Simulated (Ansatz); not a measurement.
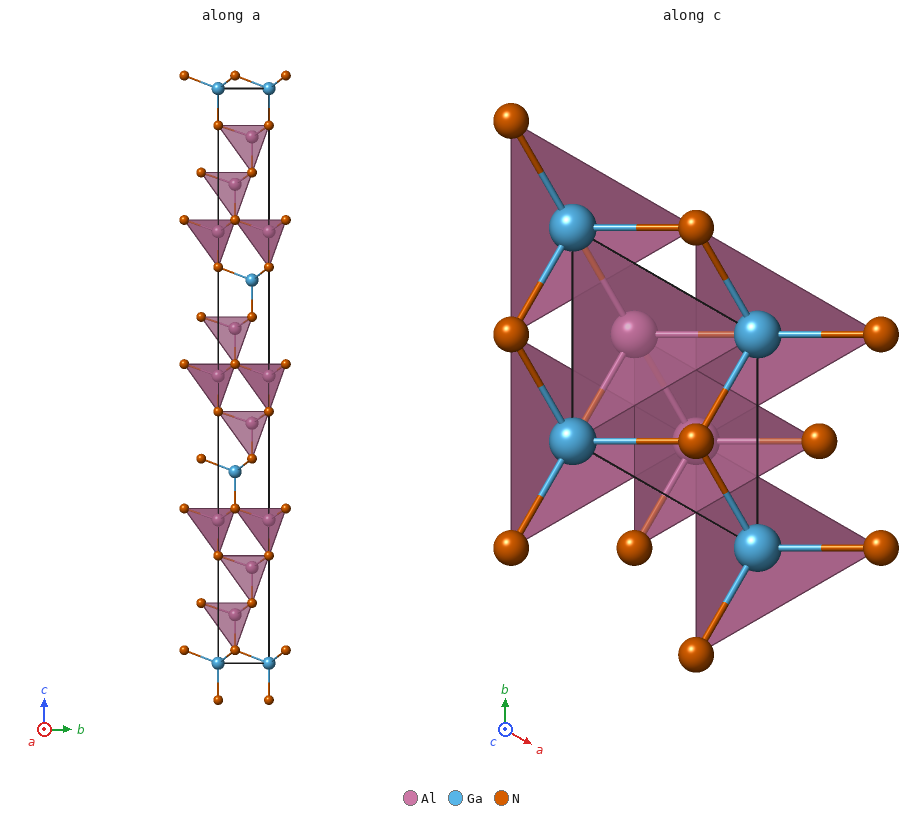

Crystal structure, polyhedral style, seen along the a axis and along the c axis. The frame is the conventional unit cell; atoms at its boundary are shown with their periodic copies. A few atoms beyond the faces are included.

Al3GaN4, space group R3m (No. 160), a = 3.11 Å, b = 3.11 Å, c = 30.46 Å, α = 90.00°, β = 90.00°, γ = 120.00°.

The calculation used Ansatz 0.2.0, DFT, r2SCAN+rVV10, plane waves, PAW, with a cutoff energy of 500 eV, k-points about 0.29 Å⁻¹ apart, Fermi-Dirac smearing of 0.03 eV, no spin polarisation.

Q: What is the electronic character?

A: An insulator at this level, with a gap of 3.50 eV, indirect; the smallest direct gap is 3.68 eV.

Provenance: a structure type filled with these elements by a generator (whether the compound takes this form wasn't checked). The final geometry of a relaxation with Ansatz, DFT, r2SCAN+rVV10, plane waves, PAW is shown.
